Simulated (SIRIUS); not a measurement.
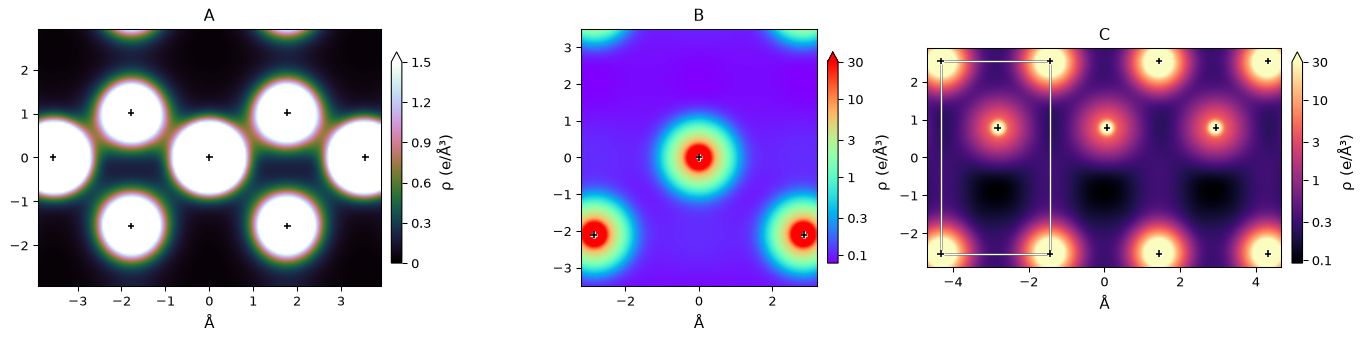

The total electron density of 3 systems, each on a plane through atoms (crosses mark nuclei in the plane).

Level of theory: Kohn-Sham DFT of a periodic cell, PBEsol, all-electron FP-LAPW in SIRIUS.

System 1: Y, the (110) plane of the conventional cell. Space group P6₃/mmc.

```
Y
1.0
     3.64740    0.00000    0.00000
    -1.82370    3.15874    0.00000
     0.00000    0.00000    5.73060
Y
2
Direct
  0.66667 0.33333 0.75000
  0.33333 0.66667 0.25000
```

System 2: TaN, the (011) plane of the conventional cell. Space group P1; not relaxed (largest force 1.3 eV/Å).

```
Ta N
1.0
     0.00000    0.00000    2.88300
     2.93800    0.00000    0.00000
    -1.46900    2.54438    0.00000
Ta N
1 1
Cartesian
  0.0214 0.0212 1.3932
  1.4195 0.8621 0.0169
```

System 3: HfO₂, the (010) plane of the conventional cell. Space group P4₂/nmc; a structure from a database of computed crystals, not necessarily the ambient phase.

Which map belongs to which system?

Panel A is system 3, HfO₂: the plane holds Hf and O. Hf–O (2.05 Å): ρ is about 0.77 e/Å³ halfway. Panel B is system 1, Y: the plane holds Y. Y–Y (3.56 Å): ρ at the midpoint is about 0.1 e/Å³. Panel C is system 2, TaN: the plane holds Ta and N. Ta–Ta (2.88 Å): ρ at the midpoint is about 0.3 e/Å³.
